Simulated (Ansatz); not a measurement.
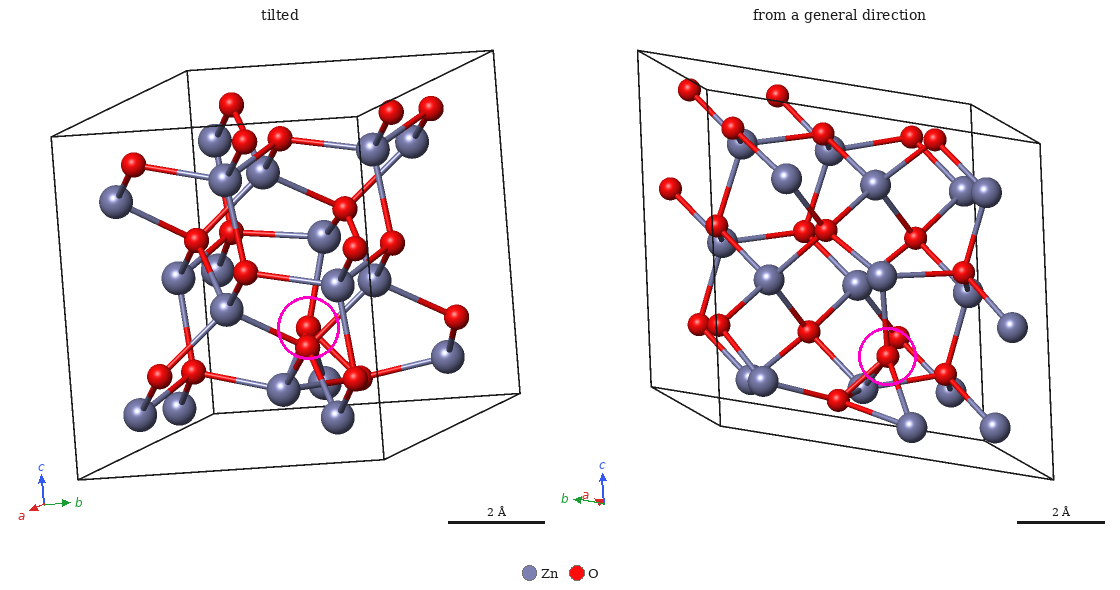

The image is a ball-and-stick drawing of a crystal, viewed slightly off an axis and from a general direction. One supercell is framed, with atoms on its boundary repeated. The host is ZnO, in a cell of 36 sites, and the cell is neutral. A ring marks the defect's site.

Question: How does this supercell depart from the perfect host?

Answer: An interstitial oxygen atom. It is bonded to three Zn and one O (about 1.9 to 2.2 Å to Zn, 1.5 Å to O).

The atoms were relaxed in the host's cell with DFT PBE, scalar-relativistic, plane waves, PAW (Ansatz 0.2.0).
